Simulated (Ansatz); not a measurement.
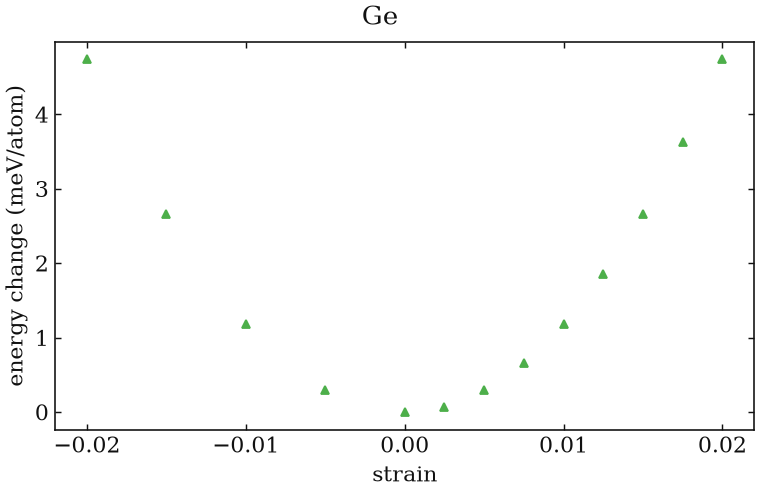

Plotted: energy change against strain for Ge, space group Fd-3m (No. 227).

Structure:
```
CELL_PARAMETERS angstrom
0.00000 2.82877 2.82877
2.82877 0.00000 2.82877
2.82877 2.82877 0.00000
ATOMIC_POSITIONS crystal
Ge 0.50000 0.50000 0.50000
Ge 0.75000 0.75000 0.75000
```

Method: homogeneous strain of a crystal along one Voigt pattern with engineering shear, fractional coordinates fixed, by plane-wave density functional theory with PAW datasets, free energies less that of the undisturbed cell, pressure positive in compression; scalar-relativistic (Ansatz 0.2.0). Level: r2SCAN, no spin polarisation.

```csv
setting,value
wave cutoff,500 eV
k mesh,10×10×10
occupations,Gaussian
smearing width,0.05 eV
k shift,"(0, 0, 0) (mesh steps)"
start,as given
strain pattern,"(1, -1, 0, 0, 0, 0) (xx yy zz yz xz xy with engineering shear)"
```

The points at strain −0.015, −0.005, 0.01 and 0.02 follow from computed ones by symmetry.

From this curve and the settings, what does the calculation give for the tensile stress summed over the strain pattern, pressure and gap on the k mesh at the same points?

The tensile stress summed over the strain pattern rises from −3.330 GPa at strain −0.0200 to 3.330 GPa at 0.0200, and changes sign near 0.0000. The pressure goes from 0.678 GPa at strain −0.0200 to 0.678 GPa at 0.0200, not monotonically, with a low of 0.657 GPa at 0.0000. The gap on the k mesh stays open and runs from 0.275 eV at strain −0.0200 to 0.275 eV at 0.0200, with its largest value, 0.445 eV, at 0.0000.

```csv
strain,tensile stress summed over the strain pattern (GPa),pressure (GPa),gap on the k mesh (eV)
-0.0200,-3.330,0.678,0.275
-0.0150,-2.499,0.669,0.319
-0.0100,-1.666,0.662,0.361
-0.0050,-0.833,0.658,0.404
0.0000,0.000,0.657,0.445
0.0025,0.417,0.657,0.424
0.0050,0.833,0.658,0.404
0.0075,1.250,0.660,0.383
0.0100,1.666,0.662,0.361
0.0125,2.083,0.665,0.340
0.0150,2.499,0.669,0.319
0.0175,2.915,0.673,0.297
0.0200,3.330,0.678,0.275
```

Caveats: reference crystal is not relaxed.
